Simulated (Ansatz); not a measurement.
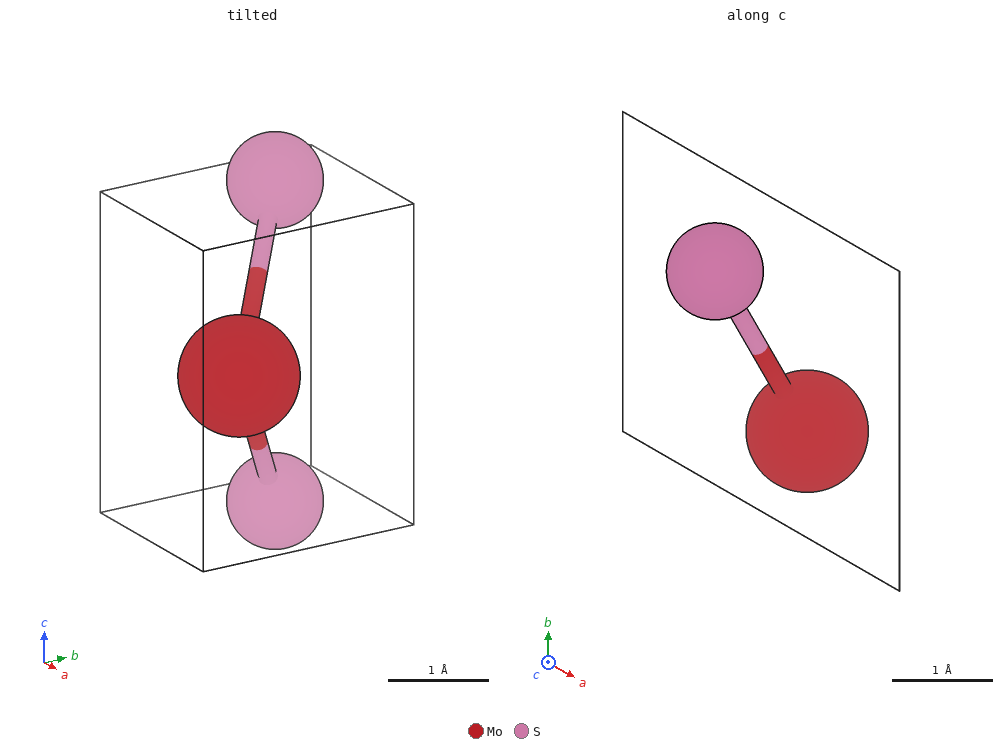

Ball-and-stick drawing of the structure, looking slightly off an axis and along the c axis. Thin lines show the conventional unit cell, with boundary atoms drawn in all their periodic places. Cell: a = 3.21 Å, b = 3.21 Å, c = 3.28 Å, α = 90.00°, β = 90.00°, γ = 120.00°.

Origin of the cell: a structure type filled with these elements by a generator (whether the compound takes this form wasn't checked). Earlier steps of the study, as a rule a relaxation of our own, may have changed the cell and positions, so they can lie some per cent off the listed ones. Ansatz was used for an electronic-structure calculation on it.

**Notes on the structure:**

Its composition is MoS. The atoms follow space group P-6m2 (No. 187); the Bravais lattice is primitive hexagonal. The structure is of the kind named tungsten carbide (WC) type. It has 2 atoms to the cell (1 Mo, 1 S). Mo sits among six S in a trigonal prismatic arrangement at about 2.5 Å. Each S atom is coordinated by six Mo in a trigonal prismatic arrangement at about 2.5 Å. Not all metal-metal contacts are counted. The bonds build a three-dimensional framework.

Run with DFT PBE, scalar-relativistic, plane waves, PAW (Ansatz) and these settings: wavefunction cutoff 420 eV, an 18×18×18 mesh of k-points, Gaussian smearing of 0.1 eV, no spin polarisation.

**Classify it as metallic or gapped, with the value.**

A metal: bands cross the Fermi level.

**Give the Bader charge of each element.**

Mo +0.95 e; S -0.95 e.

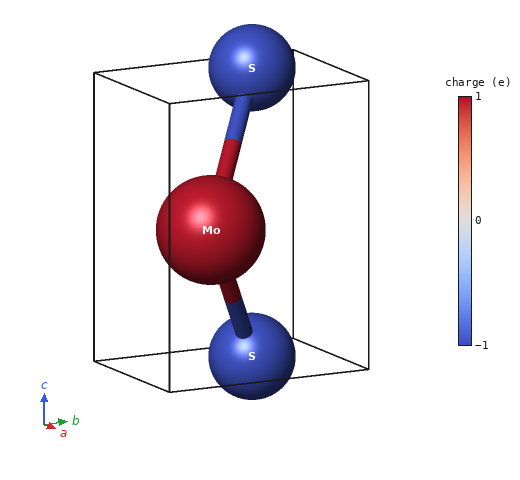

The atoms coloured by those charges. The run's cell of 2 atoms is drawn.

**Do the forces and the stress vanish for this geometry?**

Yes. All forces vanish to within 0.01 eV/Å. The pressure is 0.0 GPa, close to zero.
